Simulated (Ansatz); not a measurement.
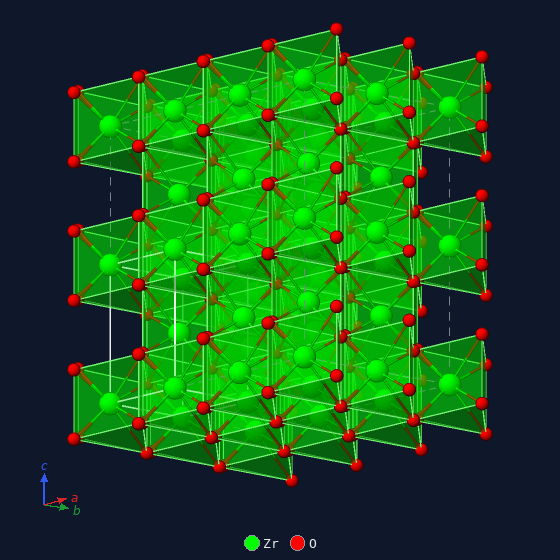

Polyhedra are drawn about Zr (bonds: O–Zr below 2.7 Å); other atoms are plain spheres.

ZrO2 (space group P4_2/nmc, No. 137). Coordinates: the end point of a relaxation with DFT, PAW plane waves, pbe, spin-orbit (Ansatz).

What figure surrounds each Zr atom, and what does it share with the other drawn polyhedra?

Zr: ZrO8 cube, sharing edges with twelve neighbours.

How do these polyhedra hang together as a whole?

They form a three-dimensional framework of edge-sharing cubes.
